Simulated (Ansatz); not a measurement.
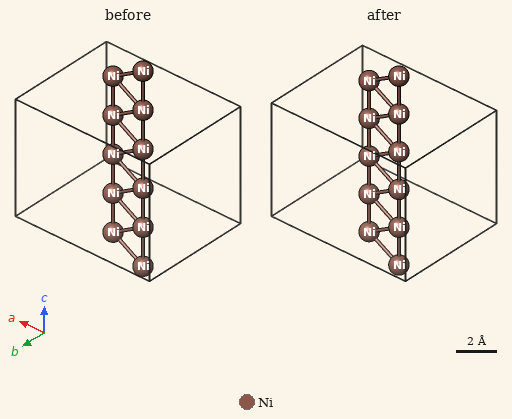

The structure of a wire of composition Ni before (left) and after (right) a relaxation, at one scale.

A ball-and-stick model of the 3 repeat of the cell, with the vacuum cut short, seen from a free direction.

Case: strip chain of atoms.

Method: DFT PBE, scalar-relativistic, plane waves, PAW in Ansatz 0.2.0.

The input:
```yaml
crystal:
  lattice:
    - [11.0, 0.0, 0.0]
    - [0.0, 9.3, 0.0]
    - [0.0, 0.0, 2.3734927641]
  atoms:
    - { symbol: Ni, position: [0.4083986498, 0.5, 0.0], spin: 1.5 }
    - { symbol: Ni, position: [0.5916013502, 0.5, 0.5], spin: 1.5 }
basis:
  ecutwfc: 420
kpoints:
  mp_grid: { grid: [1, 1, 27] }
hamiltonian:
  xc: pbe
scf:
  occupations: { method: gaussian, width: 0.05 }
output:
  forces: true
  stress: true
  eigenvalues: true
  populations: true
  write_density: true
  write_potential: true
  elf: true
  volumetric_format: npy
magnetization:
  spin_polarized: true
relax:
  adjacent_minimum: "off"
  f_tol: 0.01
  max_steps: 45
  cell: { fix: [a, b, alpha, beta, gamma], stress_tol: 0.03 }
```

Command:
```bash
ansatz run input.yaml --threads 2 --pin off --max-ram 5120MiB --backend cpu --events-out ev --progress --plain --runs-dir out
```

### Describe what moved and what it gained.

After 4 accepted moves (5 points after the start) the energy has fallen by 31.9 meV per cell of the calculation. Largest force component: 0.35 eV/Å at the start, 0.00038 eV/Å at the end. The SCF was repeated once at an unchanged geometry on a basis and grid sized afresh for the cell, which shifted the energy by 0.6 meV per cell of the calculation at most. The largest moves relative to the layer's centre, 0.006 Å, are those of Ni1 and Ni2. Along the periodic axis the drawn cell goes c 7.120 → 6.890 Å (−3.2 %). Near-neighbour distances that change, for instance: Ni1–Ni1 2.373 → 2.297 Å, Ni1–Ni2 2.339 → 2.310 Å.

Limits of the set-up: the k-point mesh is coarse for a cell with partly filled bands.
